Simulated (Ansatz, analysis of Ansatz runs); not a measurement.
# Bond-centred H+ along c in ZnO: local vibrational mode, PBE, part 2 of 2

Aim: the local vibrational mode of the bond-centred H+ along c in ZnO, to be set beside the measurement. Set-up: PBE, 72-site cell, PBE lattice, 420 eV, k: the single point 1/4 1/4 1/4, the defect atoms alone displaced. The model is a cell of 72 host atoms with 1 H put in. The frequencies come from the force constants of the defect atoms alone, with every neighbour held at rest.

Ansatz 0.2.0; PBE, 72-site cell, PBE lattice, 420 eV, k: the single point 1/4 1/4 1/4, the defect atoms alone displaced.

So far: The starting structure; Relaxation, charge +1.

### Step 2. Relaxation, charge +1 (continued)

Level of this step: plane-wave PAW DFT, PBE; relaxation of all atoms of a defect supercell (Ansatz).

Relaxation path:

```tsv
step	energy less that of the first step (eV)	largest force component (eV/Å)
1	0.0000	1.7412
2	-0.6270	1.0005
3	-0.9430	3.0045
4	-1.0394	0.2056
5	-1.0438	0.0497
6	-1.0437	0.0763
7	-1.0438	0.0501
8	-1.0437	0.0760
9	-1.0450	0.0035
```

Relaxation steps 6, 8 were tried and not accepted.

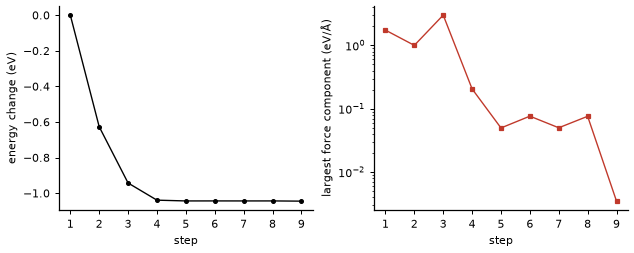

Energy and largest force along the relaxation.

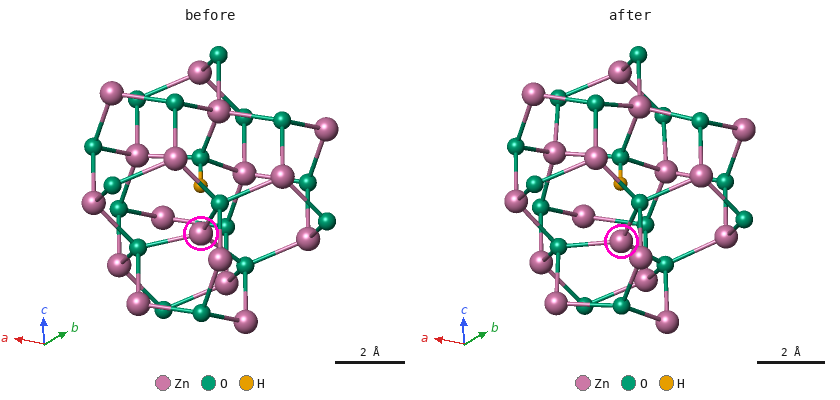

Before and after: the atoms that start within 5 Å of the centre. Zn33, which moves most, is ringed if it is among them.

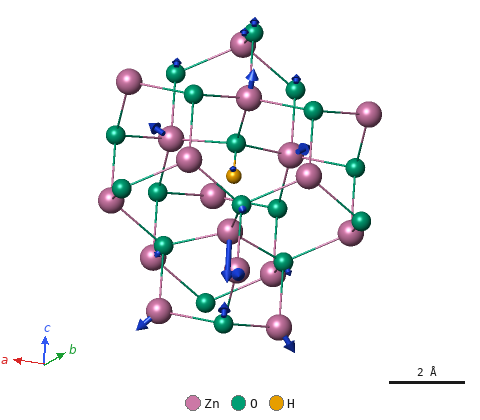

Displacements in the relaxation from the typed sites near the centre, exaggerated, the mean shift taken out; the longest in the cell stands for 0.36 Å.

The atoms that moved most (Å, from the sites as typed, ahead of the random displacement, the mean shift of all atoms taken out):

```tsv
atom	dx	dy	dz	length
Zn33	-0.004	0.002	-0.358	0.358
Zn38	0.111	-0.064	0.105	0.166
Zn46	0.003	0.121	0.104	0.160
Zn14	-0.103	-0.064	0.103	0.159
Zn34	0.098	-0.056	-0.093	0.147
Zn10	-0.093	-0.057	-0.095	0.145
Zn42	0.003	0.110	-0.095	0.145
O40	0.002	-0.001	0.128	0.128
```

Neighbours of H73 at the end:

```tsv
atom	distance (Å)
O36	0.974
Zn33	2.102
Zn38	2.487
Zn46	2.488
Zn14	2.488
O35	2.753
O43	2.764
O11	2.765
```

This step gave:

```yaml
free_energy: -139950.5142 eV
```

The relaxation ends 14 meV an atom lower than the displaced start, with a largest force component of 0.0035 eV/Å.

### Step 3. Local vibrational modes

Small displacements give forces, and their differences give the force constants; the supercell sets the range that they can have.

Only the defect atoms are displaced.

This step: plane-wave PAW DFT, PBE; finite-displacement force constants among the atoms nearest to a defect, the others at rest.

Contents of modes/input.yaml:

```yaml
crystal:
  lattice:
    - [9.83855992, 0.0, 0.0]
    - [-4.91927996, 8.52044282, 0.0]
    - [0.0, 0.0, 10.58650211]
  atoms:
    - { symbol: Zn, position: [0.111052051, 0.221757834, 0.250195912] }
    - { symbol: Zn, position: [0.221883259, 0.109348604, 0.000909492] }
[... 1 atom line left out ...]
    - { symbol: O, position: [0.112200902, 0.222990388, 0.439771782] }
[... 6 atom lines left out ...]
    - { symbol: O, position: [0.218410156, 0.442556015, 0.185244224] }
    - { symbol: O, position: [0.112311092, 0.555223213, 0.439715976] }
[... 1 atom line left out ...]
    - { symbol: Zn, position: [0.208266958, 0.437002982, 0.50956869] }
[... 18 atom lines left out ...]
    - { symbol: Zn, position: [0.444460372, 0.555802675, 0.173561963] }
[... 1 atom line left out ...]
    - { symbol: O, position: [0.557550103, 0.442827557, 0.18537063] }
    - { symbol: O, position: [0.444897683, 0.555429114, 0.464128204] }
[... 1 atom line left out ...]
    - { symbol: Zn, position: [0.56339071, 0.437012804, 0.509805997] }
[... 4 atom lines left out ...]
    - { symbol: O, position: [0.557686109, 0.781854098, 0.185276724] }
    - { symbol: O, position: [0.445077495, 0.888011483, 0.439719372] }
[... 1 atom line left out ...]
    - { symbol: Zn, position: [0.563266955, 0.792039307, 0.509676653] }
[... 26 atom lines left out ...]
    - { symbol: H, position: [0.445186008, 0.555337255, 0.372115542] }
total_charge: 1
basis:
  ecutwfc: 420
  xc_grid: 2
hamiltonian:
  xc: pbe
kpoints:
  mp_grid: { grid: [1, 1, 1], shift: [0.25, 0.25, 0.25] }
scf:
  occupations: { method: fermi_dirac, width: 0.01 }
  max_iter: 120
output: {}
checkpoint:
  read: "../relax.run"
phonons:
  supercell: [1, 1, 1]
  displaced_sites: [72]
```

Started as:

```sh
$ ansatz run input.yaml --threads 2 --pin off --max-ram 4710MiB --backend cpu --events-out ev --progress --plain --runs-dir out
```

Numbers of over 12 decimals in the logs are rounded to 6 here.

What it wrote:

```text
[...]
Crystal: 73 atoms, lattice volume = 887.455 Å³
Basis set: ecut = 420 eV, 17351 PW (Γ), exchange–correlation on 144×144×144 points (8 copies of the dense FFT grid, shifted against one another)
Bands: 397, of which v1, the nominal top of the filled ones, is band 324 counted from 1 (323 counted from 0)
Symmetry: 1 space group operations
k-points: 1
[...]
Stability of the state it starts from, as read at its close in the unpolarized treatment: not read negative (Ritz values of 1 − χ₀K, real part plus size of imaginary part, from 1.0 to 1.5, by its mixing steps under no symmetry)
[...]
iter 1 solved again at ethr=7.81e-12 eV; its pass at ethr=3.10e-3 eV (dr2=5.06e-8 eV) is discarded
[...]
SCF iter   6: F=-139950.514228 eV  HF=-139950.514228 eV  |F-HF|=0.00e0  |Δ(HF+E_count)|=  5.82e-11  Δρ=4.72e-8  dr2=2.01e-11  ethr=1.00e-12  ⟨swp⟩=5.0  Hψ=1338  notcnv=0
[...]
max |Σ_I F_I| component: 2.71e-5 eV/Å
--- Band table (eV) ---
[...]
--- Phonons: 6 displaced members + reference (amplitude 0.0025 Å, Σ member SCF iterations 61) ---
  symmetry images taken by strict's conditions (phonons.symmetry_images: auto; settled by no image being taken that strict refuses)
  force constants formed among 1 of 73 sites (H 72); the other 72 at rest. The modes move the named sites alone.
  the frequencies, the zero-point energy and the sums are of the block with the acoustic sum rule laid on its rows. Row sums over every site: 7.2e-4 eV/Å² at the most
  transpose residual: 5.9e-5 eV/Å²
  largest component of a force at the reference: 3.5e-3 eV/Å on a named site, 3.3e-3 eV/Å on a site at rest
  frequencies among the named sites at Γ of the cell (cm⁻¹): 584.11 589.55 3503.80
  unstable modes among the named sites: 0
  frequencies as built, with no sum rule (cm⁻¹): 584.08 589.52 3503.83
  zero-point energy: 0.289966 eV/cell   skipped modes (ω ≤ 0): 0
  not written: the harmonic force-constant file, the file of eigenvectors (these modes' are written with the force constants), the density of states and the dispersion, which are of every site
[key lines of the parts left out:]
SCF converged after 6 iterations
Free energy (F): -139950.514228 eV
Fermi energy:    7.698338 eV
```

Elapsed: 7 min, on 2 threads of Arm Neoverse V1, shared host; peak memory 2.1 GiB; 14 min of CPU time.

The column dr2 measures how far the density is from self-consistency, as an energy; F and HF (Harris–Foulkes) agree once it is small.

Numbers from this step:

```yaml
free_energy: -139950.5142 eV
```

The modes with the largest weight on the probed atoms (the light atom of a pair), for the masses of each isotope. Modes of the displaced atoms (local only where they lie over the host's phonons):

```tsv
isotopes	mode (cm⁻¹)	share of the defect atoms
H	3504	1
H	589.6	1
H	584.2	1
D	2479	1
D	417.1	1
D	413.2	1
```

### Step 4. What came out

```
distance from the defect atom to its nearest neighbour : 0.974 Å
O-H stretch, 1H                                        : 3504 cm⁻¹
O-D stretch, 2H                                        : 2479 cm⁻¹
time of the whole chain                                : 14 min on 2 threads
```

**Reading.** O-H stretch, 1H: computed 3504 cm⁻¹, measured 3611.3 cm⁻¹; 107 cm⁻¹ (3 %) below the measurement. O-D stretch, 2H: computed 2479 cm⁻¹, measured 2668 cm⁻¹; 189 cm⁻¹ (7 %) below the measurement. The computed value is harmonic, while the measured line is the anharmonic fundamental, which for X–H stretches usually lies a few per cent lower. With its neighbours held rigid the defect atom loses their recoil, which lowers a mode in which they move against it.

[Logs are printed without paths, hosts, clocks, repeated set-up lines and the standing remarks that a program may print on its own settings, such as how far it seeks lower states.]

[Hosts, paths, dates, database ids (printed as entryN), source tags and the programs' standing remarks are cut or masked in the printed files.]

[For some hosts the program warned that the k-mesh of the response run may be too coarse for force constants and the static dielectric constant; such warnings are not shown here.]
